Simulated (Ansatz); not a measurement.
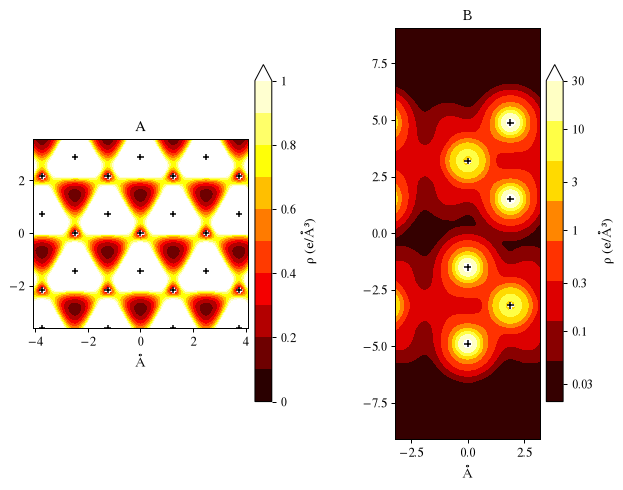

The valence pseudo-density of 2 systems, each on a plane through atoms (crosses mark nuclei in the plane).

Method: DFT PBE+D3(BJ), scalar-relativistic, plane waves, PAW in Ansatz 0.2.0.

System 1: WSe$_{2}$, the (110) plane of the calculation cell, a cut from vacuum to vacuum. 

System 2: BN, the (001) plane of the conventional cell. Space group P6₃/mmc; a generated structure, not necessarily the stable one; computed pressure about 4 GPa in this cell.

Which map belongs to which system?

Panel A is system 2, BN: the plane holds B and N. B–N (1.44 Å): the density is about 1.8 e/Å³ at the midpoint. Panel B is system 1, WSe$_{2}$: the plane holds W and Se. W–Se (2.54 Å): the density is about 0.55 e/Å³ at the midpoint.
